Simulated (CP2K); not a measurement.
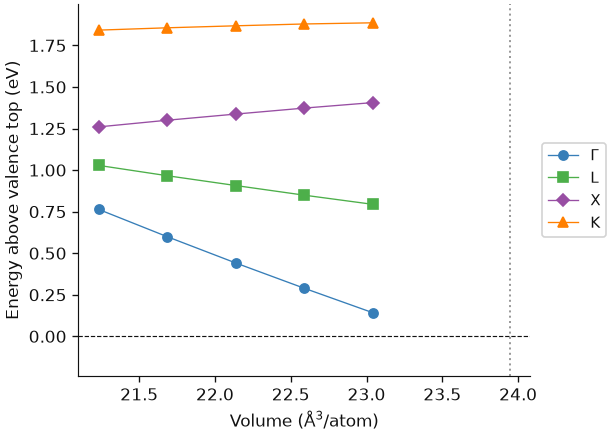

Lowest conduction level at each named k point, counted from the valence-band top at Γ. A negative value at Γ means that the s-like level, then filled, lies under the p-like triplet: the bands are inverted and there is no gap. One run is left out (dotted line).

System: zincblende GaAs, space group F-43m, 2 atoms in the primitive cell. The cell is scaled uniformly. CP2K 2026.2; LDA, GTH_POTENTIALS As GTH-PADE-q5, Ga GTH-PADE-q13; TZVP-MOLOPT-PBE-GTH basis, no spin polarisation, no spin-orbit coupling, 8×8×8 k mesh, Fermi-Dirac smearing of 0.026 eV.

| volume | Γ (eV) | L (eV) | X (eV) | K (eV) |
| --- | --- | --- | --- | --- |
| 21.23 Å³/atom | 0.76 | 1.03 | 1.26 | 1.84 |
| 21.69 Å³/atom | 0.60 | 0.97 | 1.30 | 1.86 |
| 22.14 Å³/atom | 0.44 | 0.91 | 1.34 | 1.87 |
| 22.59 Å³/atom | 0.29 | 0.85 | 1.37 | 1.88 |
| 23.04 Å³/atom | 0.14 | 0.79 | 1.41 | 1.89 |

Estimate the values at 23.94 Å³/atom.

Answer. Fits through the other points against the logarithm of the volume give −0.15 eV at Γ, 0.68 eV at L, 1.48 eV at X and 1.91 eV at K (straight lines). The run itself gives −0.14, 0.69, 1.47 and 1.90 eV, within 0.01 eV of the estimates.

The basis of atomic orbitals isn't converged, which shifts gaps and empty levels. Spin-orbit coupling is left out, which matters for As. LDA, GGA and most meta-GGA functionals understate gaps. Measured GaAs has a positive gap at its own volume; this functional understates it.
